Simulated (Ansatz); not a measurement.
Geometry relaxation, with input and output: SrTiO3 (part 3 of 3)

Continued. System: SrTiO3 (slab, 20 atoms in the cell). Method: DFT PBE+D3(BJ), scalar-relativistic, plane waves, PAW, no spin polarisation (Ansatz 0.2.0); cutoff 420 eV, 5×5×1 k-mesh, Gaussian smearing of 0.05 eV. The structure derives from an entry of the Crystallography Open Database. The input holds or restrains some coordinates. Forces given for the steps count only the free coordinates.

Geometry of the input (Å; fractional positions):
```
5.5293  0.0000  0.0000
0.0000  5.5293  0.0000
0.0000  0.0000  22.8647
Sr 0.0000  0.5000  0.3718
Sr 0.5000  0.0000  0.3718
O  0.5000  0.5000  0.3718
O  0.0000  0.0000  0.3718
Ti 0.5000  0.5000  0.4573
Ti 0.0000  0.0000  0.4573
O  0.2500  0.7500  0.4573
O  0.7500  0.2500  0.4573
O  0.2500  0.2500  0.4573
O  0.7500  0.7500  0.4573
Sr 0.0000  0.5000  0.5427
Sr 0.5000  0.0000  0.5427
O  0.5000  0.5000  0.5427
O  0.0000  0.0000  0.5427
Ti 0.5000  0.5000  0.6282
Ti 0.0000  0.0000  0.6282
O  0.2500  0.7500  0.6282
O  0.7500  0.2500  0.6282
O  0.2500  0.2500  0.6282
O  0.7500  0.7500  0.6282
```

Output, continued:
```
  k-point 0: bands = ["-55.9461", "-55.9437", "-55.7006", "-55.6983", "-33.4661", "-33.4299", "-32.2641", "-32.2641", "-32.2577", "-32.2299", "-32.1983", "-32.1983", "-32.1809", "-32.1631", "-31.9832", "-31.9800", "-31.9281", "-31.9281", "-31.8657", "-31.8657", "-17.0345", "-16.4020", "-16.2935", "-16.0274", "-16.0274", "-15.9583", "-15.8874", "-15.5859", "-15.3602", "-15.3168", "-15.3168", "-15.3043", "-15.3043", "-15.2919", "-15.2003", "-15.1975", "-15.0251", "-15.0251", "-14.0478", "-14.0440", "-14.0440", "-13.7833", "-13.7833", "-13.5752", "-3.9773", "-3.7656", "-3.6578", "-3.3689", "-3.3525", "-3.2133", "-3.0875", "-3.0419", "-3.0419", "-2.6738", "-2.3402", "-2.3402", "-2.0786", "-2.0734", "-2.0734", "-1.8561", "-1.8561", "-1.2223", "-1.2223", "-1.1788", "-1.1738", "-1.1117", "-0.7316", "-0.7137", "-0.7137", "-0.5618", "-0.5618", "-0.1868", "-0.0287", "-0.0287", "0.1414", "0.1414", "0.5125", "0.5846", "0.5846", "1.3022", "2.2283", "2.4681", "2.8711", "2.8711", "2.8939", "3.8600", "3.9107", "3.9107", "4.4314", "4.4314", "4.6872", "4.7858", "4.7973", "4.8653", "4.8653", "5.0367", "5.0659", "5.1992", "5.3112", "5.4330"]
  k-point 1: bands = ["-55.9459", "-55.9439", "-55.7004", "-55.6985", "-33.4627", "-33.4335", "-32.2585", "-32.2579", "-32.2537", "-32.2307", "-32.2051", "-32.2047", "-32.1788", "-32.1638", "-31.9989", "-31.9937", "-31.9221", "-31.9054", "-31.8717", "-31.8620", "-16.9691", "-16.4407", "-16.4169", "-16.1126", "-16.0133", "-15.8995", "-15.8959", "-15.6861", "-15.6436", "-15.3884", "-15.3002", "-15.2953", "-15.2469", "-15.2117", "-15.1991", "-15.0542", "-14.9165", "-14.9074", "-14.0222", "-14.0162", "-13.9610", "-13.8113", "-13.7351", "-13.5967", "-3.7944", "-3.5652", "-3.4912", "-3.3609", "-3.2741", "-3.1955", "-3.0209", "-2.9888", "-2.9073", "-2.6528", "-2.5103", "-2.3908", "-2.3674", "-2.0961", "-2.0627", "-2.0037", "-1.8653", "-1.5203", "-1.4785", "-1.2166", "-1.1528", "-1.0486", "-0.8767", "-0.7004", "-0.6236", "-0.5748", "-0.5311", "-0.3122", "-0.2701", "-0.1243", "0.0458", "0.0596", "0.1149", "0.3419", "0.4513", "1.1331", "2.3883", "2.8524", "2.9662", "3.0148", "3.3014", "3.9069", "3.9255", "4.0711", "4.2121", "4.2973", "4.5145", "4.6161", "4.7482", "4.7997", "4.8477", "5.1410", "5.1949", "5.2427", "5.3527", "5.5576"]
  k-point 2: bands = ["-55.9453", "-55.9445", "-55.6998", "-55.6991", "-33.4538", "-33.4426", "-32.2448", "-32.2445", "-32.2415", "-32.2334", "-32.2216", "-32.2212", "-32.1735", "-32.1672", "-32.0158", "-32.0113", "-31.9066", "-31.8873", "-31.8764", "-31.8616", "-16.8211", "-16.6542", "-16.3999", "-16.2805", "-15.9767", "-15.9330", "-15.8777", "-15.8259", "-15.7001", "-15.4359", "-15.2997", "-15.2750", "-15.2690", "-15.2598", "-15.1879", "-15.1246", "-14.6745", "-14.6652", "-13.9619", "-13.9190", "-13.8815", "-13.8596", "-13.6609", "-13.6344", "-3.4843", "-3.3800", "-3.3704", "-3.1435", "-3.1107", "-3.0609", "-2.8514", "-2.8175", "-2.8068", "-2.6301", "-2.5655", "-2.4535", "-2.4361", "-2.1393", "-2.1030", "-1.9817", "-1.9164", "-1.8569", "-1.7933", "-1.7220", "-1.4391", "-1.3817", "-1.3493", "-1.0015", "-0.6080", "-0.5335", "-0.4375", "-0.4297", "-0.3257", "-0.2980", "-0.1413", "-0.1145", "-0.0753", "0.0988", "0.4325", "0.7533", "2.8650", "3.3031", "3.4297", "3.5460", "3.6033", "3.8203", "3.9259", "4.0120", "4.0614", "4.0963", "4.1757", "4.3647", "4.4363", "4.6166", "4.6785", "5.0345", "5.1765", "5.5297", "5.8487", "5.8569"]
  k-point 5: bands = ["-55.9450", "-55.9448", "-55.6995", "-55.6993", "-33.4501", "-33.4466", "-32.2700", "-32.2646", "-32.2348", "-32.2329", "-32.2021", "-32.1957", "-32.1681", "-32.1657", "-32.0477", "-32.0449", "-31.8740", "-31.8703", "-31.8693", "-31.8632", "-16.9265", "-16.8949", "-16.4747", "-16.4537", "-16.1128", "-16.0599", "-15.7816", "-15.7802", "-15.5945", "-15.5074", "-15.3458", "-15.2790", "-15.2239", "-15.1902", "-15.0692", "-15.0500", "-14.4217", "-14.4153", "-13.9960", "-13.9929", "-13.6573", "-13.6542", "-13.6247", "-13.6189", "-3.8346", "-3.6879", "-3.6541", "-3.6210", "-3.3115", "-3.3028", "-3.2265", "-3.0375", "-2.5714", "-2.5649", "-2.4709", "-2.4042", "-2.3288", "-2.0926", "-2.0839", "-1.9138", "-1.7285", "-1.7071", "-1.5801", "-1.3698", "-1.1807", "-0.9760", "-0.9605", "-0.8771", "-0.7197", "-0.6577", "-0.6347", "-0.6245", "-0.5169", "-0.5078", "-0.3919", "-0.3778", "-0.3002", "-0.0941", "0.1394", "0.1949", "2.9649", "3.1023", "3.5295", "3.9501", "3.9814", "4.0188", "4.1360", "4.1439", "4.3178", "4.4545", "4.4645", "4.5737", "4.5922", "4.7417", "4.7600", "4.7806", "4.9875", "5.1061", "5.3710", "5.7176"]
--- Relaxed structure (5 steps of the walk, 4 accepted, 0 SCFs on fresh bases) ---
  F+E_penalty+E_count = -31017.55848926 eV   max|allowed force component| = 2.445e-2 eV/Å
  atoms:
    - { symbol: Sr, position: [0.0, 0.49999999999999994, 0.37175179540000003] }
    - { symbol: Sr, position: [0.49999999999999994, 0.0, 0.37175179540000003] }
    - { symbol: O, position: [0.49999999999999994, 0.49999999999999994, 0.37175179540000003] }
    - { symbol: O, position: [0.0, 0.0, 0.37175179540000003] }
    - { symbol: Ti, position: [0.49999999999999994, 0.49999999999999994, 0.4572505985] }
    - { symbol: Ti, position: [0.0, 0.0, 0.4572505985] }
    - { symbol: O, position: [0.24999999999999997, 0.75, 0.4572505985] }
    - { symbol: O, position: [0.75, 0.24999999999999997, 0.4572505985] }
    - { symbol: O, position: [0.24999999999999997, 0.24999999999999997, 0.4572505985] }
    - { symbol: O, position: [0.75, 0.75, 0.4572505985] }
    - { symbol: Sr, position: [6.188725883769851e-18, 0.49999999999999994, 0.5504523677824659] }
    - { symbol: Sr, position: [0.49999999999999994, -2.1116471850778436e-34, 0.5504523677824659] }
    - { symbol: O, position: [0.49999999999999994, 0.49999999999999994, 0.5447129548729188] }
    - { symbol: O, position: [1.5775602719185239e-18, 9.360910201891472e-35, 0.5447129548729188] }
    - { symbol: Ti, position: [0.49999999999999994, 0.49999999999999994, 0.6253032870119912] }
    - { symbol: Ti, position: [-2.366009019663598e-18, -5.442389652262483e-35, 0.6253032870119912] }
    - { symbol: O, position: [0.24999999999999997, 0.75, 0.6292477747792055] }
    - { symbol: O, position: [0.75, 0.24999999999999997, 0.6292477747792055] }
    - { symbol: O, position: [0.24999999999999997, 0.24999999999999997, 0.6292477747792055] }
    - { symbol: O, position: [0.75, 0.75, 0.6292477747792055] }
```

Trajectory as extended XYZ (Å, eV, eV/Å), 5 frames, from step=1 to step=5:
```
20
Lattice="5.5293 0.0000 0.0000 0.0000 5.5293 0.0000 0.0000 0.0000 22.8647" Properties=species:S:1:pos:R:3:forces:R:3 step=1 energy=-31017.21573
Sr    0.0000    2.7647    8.5000    0.0000   0.0000   1.4759
Sr    2.7647    0.0000    8.5000    0.0000   0.0000   1.4759
O     2.7647    2.7647    8.5000    0.0000   0.0000  -0.9124
O     0.0000    0.0000    8.5000    0.0000   0.0000  -0.9124
Ti    2.7647    2.7647   10.4549    0.0000   0.0000  -0.7315
Ti    0.0000    0.0000   10.4549    0.0000   0.0000  -0.7315
O     1.3823    4.1470   10.4549    0.0000   0.0000  -0.1094
O     4.1470    1.3823   10.4549    0.0000   0.0000  -0.1094
O     1.3823    1.3823   10.4549    0.0000   0.0000  -0.1094
O     4.1470    4.1470   10.4549    0.0000   0.0000  -0.1094
Sr    0.0000    2.7647   12.4098    0.0000   0.0000   0.7831
Sr    2.7647    0.0000   12.4098    0.0000   0.0000   0.7831
O     2.7647    2.7647   12.4098    0.0000   0.0000   0.9191
O     0.0000    0.0000   12.4098    0.0000   0.0000   0.9191
Ti    2.7647    2.7647   14.3647    0.0000   0.0000  -1.9824
Ti    0.0000    0.0000   14.3647    0.0000   0.0000  -1.9824
O     1.3823    4.1470   14.3647    0.0000   0.0000   0.3338
O     4.1470    1.3823   14.3647    0.0000   0.0000   0.3338
O     1.3823    1.3823   14.3647    0.0000   0.0000   0.3338
O     4.1470    4.1470   14.3647    0.0000   0.0000   0.3338
20
Lattice="5.5293 0.0000 0.0000 0.0000 5.5293 0.0000 0.0000 0.0000 22.8647" Properties=species:S:1:pos:R:3:forces:R:3 step=2 energy=-31017.42312
Sr    0.0000    2.7647    8.5000    0.0000   0.0000   1.6259
Sr    2.7647    0.0000    8.5000    0.0000   0.0000   1.6259
O     2.7647    2.7647    8.5000    0.0000   0.0000  -0.8504
O     0.0000    0.0000    8.5000    0.0000   0.0000  -0.8504
Ti    2.7647    2.7647   10.4549    0.0000   0.0000  -1.4563
Ti    0.0000    0.0000   10.4549    0.0000   0.0000  -1.4563
O     1.3823    4.1470   10.4549    0.0000   0.0000   0.0725
O     4.1470    1.3823   10.4549    0.0000   0.0000   0.0725
O     1.3823    1.3823   10.4549    0.0000   0.0000   0.0725
O     4.1470    4.1470   10.4549    0.0000   0.0000   0.0725
Sr    0.0000    2.7647   12.6057    0.0000   0.0000  -0.5830
Sr    2.7647    0.0000   12.6057    0.0000   0.0000  -0.5830
O     2.7647    2.7647   12.4048    0.0000   0.0000   1.9949
O     0.0000    0.0000   12.4048    0.0000   0.0000   1.9949
Ti    2.7647    2.7647   14.3141    0.0000   0.0000  -1.2158
Ti    0.0000    0.0000   14.3141    0.0000   0.0000  -1.2158
O     1.3823    4.1470   14.3862    0.0000   0.0000   0.1699
O     4.1470    1.3823   14.3862    0.0000   0.0000   0.1699
O     1.3823    1.3823   14.3862    0.0000   0.0000   0.1699
O     4.1470    4.1470   14.3862    0.0000   0.0000   0.1699
20
Lattice="5.5293 0.0000 0.0000 0.0000 5.5293 0.0000 0.0000 0.0000 22.8647" Properties=species:S:1:pos:R:3:forces:R:3 step=3 energy=-31016.98603 accepted=F
Sr    0.0000    2.7647    8.5000    0.0000   0.0000   1.6807
Sr    2.7647    0.0000    8.5000    0.0000   0.0000   1.6807
O     2.7647    2.7647    8.5000    0.0000   0.0000  -0.6937
O     0.0000    0.0000    8.5000    0.0000   0.0000  -0.6937
Ti    2.7647    2.7647   10.4549    0.0000   0.0000  -0.7058
Ti    0.0000    0.0000   10.4549    0.0000   0.0000  -0.7058
O     1.3823    4.1470   10.4549    0.0000   0.0000   0.1071
O     4.1470    1.3823   10.4549    0.0000   0.0000   0.1071
O     1.3823    1.3823   10.4549    0.0000   0.0000   0.1071
O     4.1470    4.1470   10.4549    0.0000   0.0000   0.1071
Sr    0.0000    2.7647   12.6201    0.0000   0.0000   0.3658
Sr    2.7647    0.0000   12.6201    0.0000   0.0000   0.3658
O     2.7647    2.7647   12.5344    0.0000   0.0000  -4.7421
O     0.0000    0.0000   12.5344    0.0000   0.0000  -4.7421
Ti    2.7647    2.7647   14.2290    0.0000   0.0000   4.0207
Ti    0.0000    0.0000   14.2290    0.0000   0.0000   4.0207
O     1.3823    4.1470   14.3469    0.0000   0.0000  -0.0687
O     4.1470    1.3823   14.3469    0.0000   0.0000  -0.0687
O     1.3823    1.3823   14.3469    0.0000   0.0000  -0.0687
O     4.1470    4.1470   14.3469    0.0000   0.0000  -0.0687
20
Lattice="5.5293 0.0000 0.0000 0.0000 5.5293 0.0000 0.0000 0.0000 22.8647" Properties=species:S:1:pos:R:3:forces:R:3 step=4 energy=-31017.55732
Sr    0.0000    2.7647    8.5000    0.0000   0.0000   1.6343
Sr    2.7647    0.0000    8.5000    0.0000   0.0000   1.6343
O     2.7647    2.7647    8.5000    0.0000   0.0000  -0.8046
O     0.0000    0.0000    8.5000    0.0000   0.0000  -0.8046
Ti    2.7647    2.7647   10.4549    0.0000   0.0000  -0.9806
Ti    0.0000    0.0000   10.4549    0.0000   0.0000  -0.9806
O     1.3823    4.1470   10.4549    0.0000   0.0000   0.0611
O     4.1470    1.3823   10.4549    0.0000   0.0000   0.0611
O     1.3823    1.3823   10.4549    0.0000   0.0000   0.0611
O     4.1470    4.1470   10.4549    0.0000   0.0000   0.0611
Sr    0.0000    2.7647   12.5854    0.0000   0.0000  -0.0451
Sr    2.7647    0.0000   12.5854    0.0000   0.0000  -0.0451
O     2.7647    2.7647   12.4524    0.0000   0.0000   0.0491
O     0.0000    0.0000   12.4524    0.0000   0.0000   0.0491
Ti    2.7647    2.7647   14.2964    0.0000   0.0000  -0.1121
Ti    0.0000    0.0000   14.2964    0.0000   0.0000  -0.1121
O     1.3823    4.1470   14.3809    0.0000   0.0000   0.0684
O     4.1470    1.3823   14.3809    0.0000   0.0000   0.0684
O     1.3823    1.3823   14.3809    0.0000   0.0000   0.0684
O     4.1470    4.1470   14.3809    0.0000   0.0000   0.0684
20
Lattice="5.5293 0.0000 0.0000 0.0000 5.5293 0.0000 0.0000 0.0000 22.8647" Properties=species:S:1:pos:R:3:forces:R:3 step=5 energy=-31017.55849
Sr    0.0000    2.7647    8.5000    0.0000   0.0000   1.6352
Sr    2.7647    0.0000    8.5000    0.0000   0.0000   1.6352
O     2.7647    2.7647    8.5000    0.0000   0.0000  -0.8026
O     0.0000    0.0000    8.5000    0.0000   0.0000  -0.8026
Ti    2.7647    2.7647   10.4549    0.0000   0.0000  -0.9617
Ti    0.0000    0.0000   10.4549    0.0000   0.0000  -0.9617
O     1.3823    4.1470   10.4549    0.0000   0.0000   0.0619
O     4.1470    1.3823   10.4549    0.0000   0.0000   0.0619
O     1.3823    1.3823   10.4549    0.0000   0.0000   0.0619
O     4.1470    4.1470   10.4549    0.0000   0.0000   0.0619
Sr    0.0000    2.7647   12.5859    0.0000   0.0000  -0.0127
Sr    2.7647    0.0000   12.5859    0.0000   0.0000  -0.0127
O     2.7647    2.7647   12.4547    0.0000   0.0000  -0.0109
O     0.0000    0.0000   12.4547    0.0000   0.0000  -0.0109
Ti    2.7647    2.7647   14.2974    0.0000   0.0000  -0.0200
Ti    0.0000    0.0000   14.2974    0.0000   0.0000  -0.0200
O     1.3823    4.1470   14.3876    0.0000   0.0000   0.0244
O     4.1470    1.3823   14.3876    0.0000   0.0000   0.0244
O     1.3823    1.3823   14.3876    0.0000   0.0000   0.0244
O     4.1470    4.1470   14.3876    0.0000   0.0000   0.0244
```

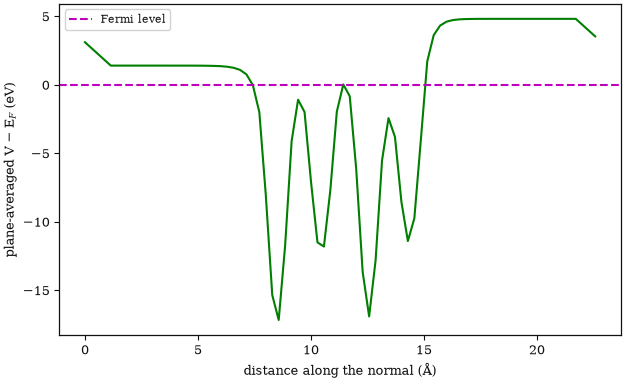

Fig. 1: Plane average of the electrostatic potential energy of an electron across the cell, from the Fermi level. The vacuum level lies 4.83 eV above the Fermi level on the upper side and 1.41 eV on the lower.

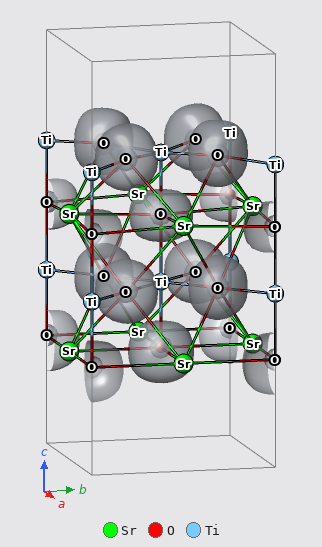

Fig. 2: Isosurface of the electron localisation function at 0.65 (grey), seen slightly off an axis. Core shells and regions of very low density are left out. Sticks mark near contacts. Values along the shortest contacts: Ti–O (1.84 Å): the ELF is about 0.30 at the midpoint. Sr–O (2.66 Å): the ELF is about 0.10 at the midpoint, which marks ionic bonding with no shared pair. Core electrons are frozen (PAW), so the fields are smoothed inside the atomic spheres.

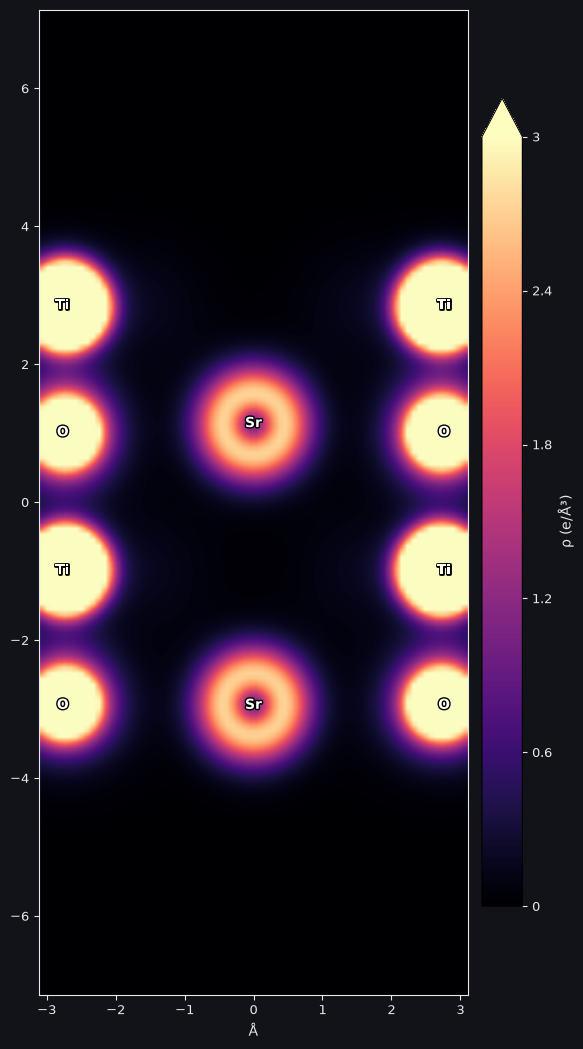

Fig. 3: Valence pseudo-density on the (100) plane of the calculation cell, a cut from vacuum to vacuum. Ti–O (1.84 Å): ρ is about 0.96 e/Å³ halfway. Ti–O (1.95 Å): ρ at the midpoint is about 0.73 e/Å³. Ti–O (2.00 Å): ρ at the midpoint is about 0.61 e/Å³. Sr–O (2.76 Å): ρ is about 0.15 e/Å³ halfway. The density dies away to nearly zero in the vacuum.
